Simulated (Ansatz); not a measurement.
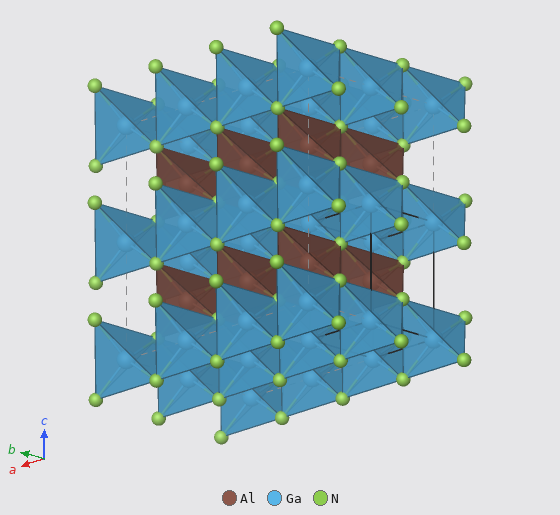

Polyhedra are drawn about Al and Ga (bonds: Al–N below 2.1 Å and Ga–N below 2.2 Å); other atoms are plain spheres.

AlGaN2 (space group P-4m2, No. 115): the input geometry of an electronic-structure calculation (not necessarily at equilibrium).

Question: What figure surrounds each Al or Ga atom, and what does it share with the other drawn polyhedra?

Answer: Al: AlN4 tetrahedron, sharing corners with twelve neighbours; Ga: GaN4 tetrahedron, sharing corners with twelve neighbours.

Question: What is the connectivity of the polyhedra: isolated, groups, chains, layers or framework?

Answer: They form a three-dimensional framework of corner-sharing tetrahedra.
